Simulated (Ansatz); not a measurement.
Input

```
crystal:
  lattice:
    - [0.0, 2.4903660629, 2.4903660629]
    - [2.4903660629, 0.0, 2.4903660629]
    - [2.4903660629, 2.4903660629, 0.0]
  atoms:
    - { symbol: Co, position: [0.125, 0.125, 0.125], spin: -1.777 }
    - { symbol: Co, position: [0.875, 0.875, 0.875], spin: -1.777 }
hamiltonian:
  xc: revpbe
  pseudopotentials:
    kind: paw
    azcp:
      Co: "pseudopotentials/Co.paw.azcp"
basis:
  ecutwfc: 420
  fft_grid_basis: typed
kpoints:
  mp_grid: { grid: [12, 12, 12], shift: [0, 0, 0] }
magnetization:
  spin_polarized: true
scf:
  occupations: { method: fermi_dirac, width: 0.05 }
  lower_state_search: "off"
output:
  stress: true
  write_density: true
  write_potential: true
  elf: true
  volumetric_format: npy
```

Run with:

```sh
ansatz run input.yaml --threads 2 --pin off --max-ram 5120MiB --backend cpu --events-out ev --progress --plain --runs-dir out
```

Below, planes, directions and counts refer to the conventional cell (a = 4.98 Å, b = 4.98 Å, c = 4.98 Å, α = 90.00°, β = 90.00°, γ = 90.00°).

Space group Fd-3m; set up as Co, diamond; a generated structure, not necessarily the stable one; changed on purpose from its base cell (volume × 0.92); computed pressure about 10 GPa in this cell; spin-polarised.

Computed with DFT, revPBE, plane waves (420 eV) with PAW, scalar-relativistic (Ansatz).

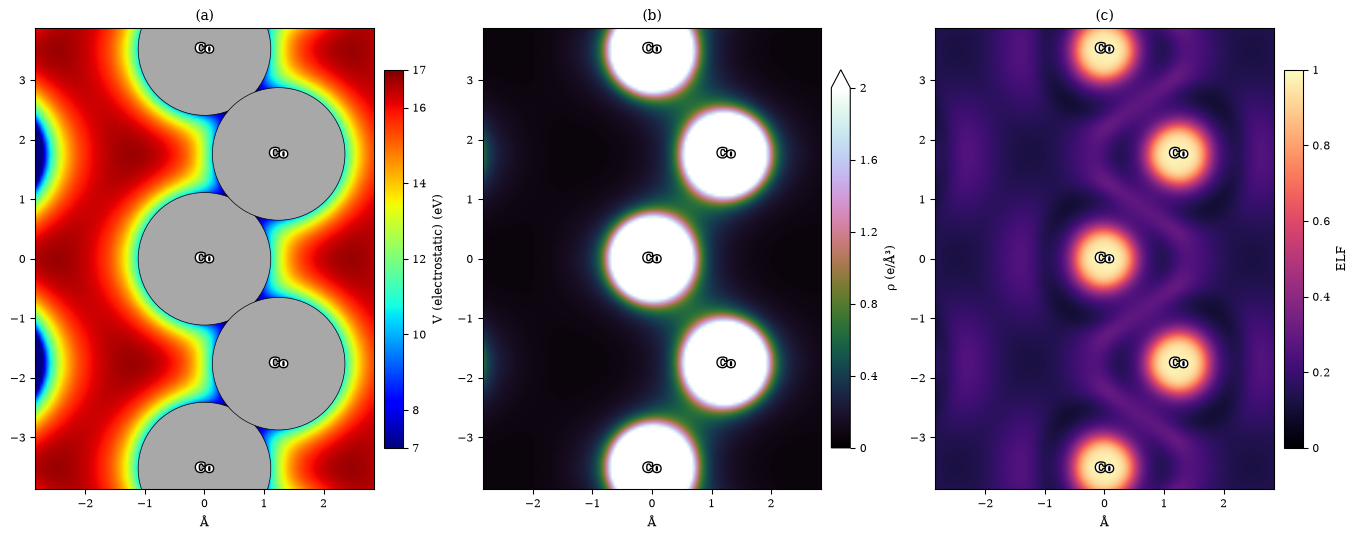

Co. (a) electrostatic potential (local pseudopotential plus Hartree) felt by an electron; (b) valence electron density; (c) ELF on the (101) plane of the conventional cell. Grey discs cover the atomic cores in the potential map.

What do the fields say about this system?

- The section cuts through Co sites.
- Co–Co (2.16 Å): ρ at the midpoint is about 0.63 e/Å³; the ELF is about 0.30 at the midpoint; no localised pair shows between them.
- Between the atoms the lowest density in this plane is 0.06 e/Å³.
- The features right at Co lie inside the PAW spheres, where the map follows smoothed inner orbitals and isn't to be read closely.
- Outside the cores the potential energy rises away from the atoms and is highest about 2.1 Å from the nearest atoms; its zero is arbitrary.

Metal or insulator at this level of theory?

It is metallic or semimetallic at this level of theory: no gap opens.
